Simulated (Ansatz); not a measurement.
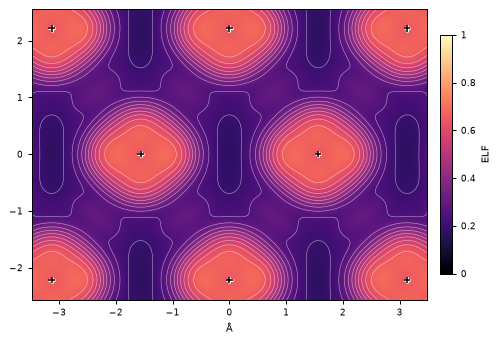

The ELF on a plane through atoms (crosses mark nuclei in the plane).

These are results of Kohn-Sham DFT of a periodic cell, HSE03, Ansatz PAW in Ansatz 0.2.0, not measurements.

Candidates:
A. Pt, a = 3.13 Å, b = 3.13 Å, c = 3.13 Å, α = 90.00°, β = 90.00°, γ = 90.00°. Space group Im-3m; a structure from a database of computed crystals, not necessarily the ambient phase.
B. Ni, a = 2.77 Å, b = 2.77 Å, c = 2.77 Å, α = 90.00°, β = 90.00°, γ = 90.00°. Space group Im-3m; a structure from a database of computed crystals, not necessarily the ambient phase; computed pressure about 7 GPa in this cell; spin-polarised.

Which candidate gave the map?

Answer. Candidate A: Pt on the (011) plane of the conventional cell, which holds Pt. Pt–Pt (2.71 Å): the ELF is about 0.30 at the midpoint (no localised pair shows between them).
